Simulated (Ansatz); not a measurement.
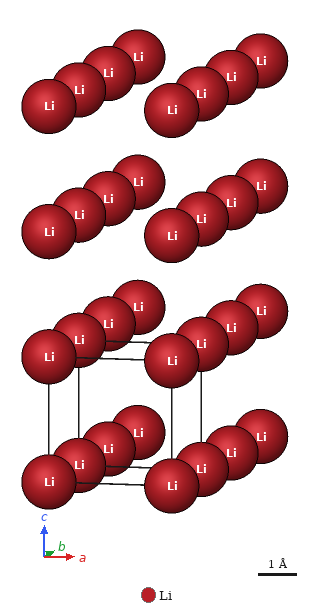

The starting point is a symmetric starting cell of Li (made from another compound by putting Li in place of K). Style: spheres-only. Shown: the cell of the calculation, repeated 1 × 3 × 3 with one cell outlined, slightly off an axis.

These are results of DFT PBEsol, scalar-relativistic, plane waves, PAW (Ansatz), not measurements. (plane-wave cutoff 420 eV; k-point mesh 12 × 12 × 12; occupations gaussian; smearing width 0.1 eV; no spin polarisation)

The variant: All lengths are scaled by +1.2 % (volume +3.5 %), the atoms keeping their fractional coordinates. No relaxation follows. The starting cell wasn't computed here and needn't be at equilibrium, so pressure and forces aren't due to the change alone.

What does the calculation give for the changed structure?

Among the bonded contacts that change: Li–Li 3.355 → 3.394 Å. The space group stays Pm-3m (No. 221). The pressure is −2.7 GPa (not all of it need come from the change, since the unchanged cell can be under pressure at this level too). All forces vanish by symmetry.
